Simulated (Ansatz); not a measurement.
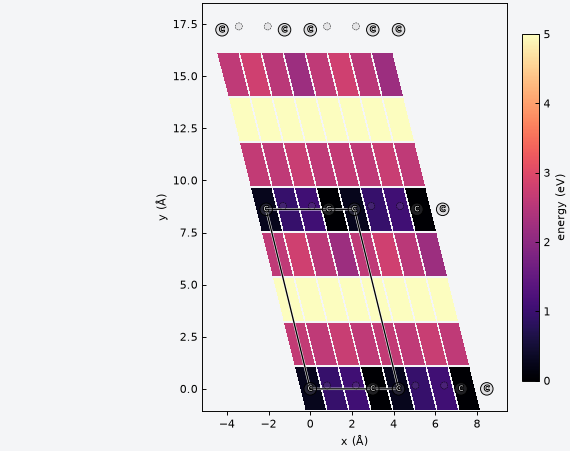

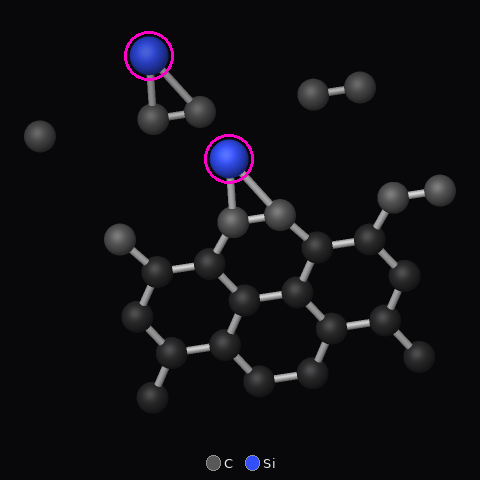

Energy landscape of Si on a C(111) slab cut from the P6/mmm phase, its upper half relaxed before the scan (20 atoms of substrate and one adsorbate in a 2 × 1 cell). Si is moved over the surface cell; relaxed at each place: the height of the adsorbate's atoms; substrate rigid; the origin of the map has the adsorbate above C17. Places are given modulo a cell vector. The map is drawn in real space over the plane of the surface. The scan uses a 4 × 4 grid. Places are given in fractions of the 1 × 1 surface cell. Energies: eV, counted from the lowest grid point. At some places the adsorbate sinks to or below the level of the top layer. Level of theory: DFT LDA, scalar-relativistic, plane waves, PAW in Ansatz. Settings: cutoff 420 eV, k-mesh 4×3×1, gaussian smearing 0.1 eV, no spin polarisation.

In the figure: one coloured cell a grid point, labelled circles for the atoms of the top layer and small ones for the second layer, the outline of one cell of the 2 × 2 shown. The second picture is the structure at the lowest point; rings mark the moved atoms.

### Describe this landscape.

The lowest grid point is at (3/4, 0/4) of the cell vectors [nearest 1 C at 1.77 Å]. The highest grid point, a place at or below the level of the top layer, (3/4, 2/4) of the cell vectors, lies 5.00 eV above the lowest.

The values on the grid:

| second ↓, first → | 0/4 | 1/4 | 2/4 | 3/4 |
| --- | --- | --- | --- | --- |
| 3/4 | 2.60 | 2.81 | 2.56 | 2.20 |
| 2/4 | 5.00 | 5.00 | 5.00 | 5.00 |
| 1/4 | 2.65 | 2.61 | 2.72 | 2.60 |
| 0/4 | 0.27 | 0.96 | 1.06 | 0.00 |

The whole map (16 points run) took 48 min on 4 threads of Arm Neoverse N1 (shared host).

PAW datasets: the set soft_1.
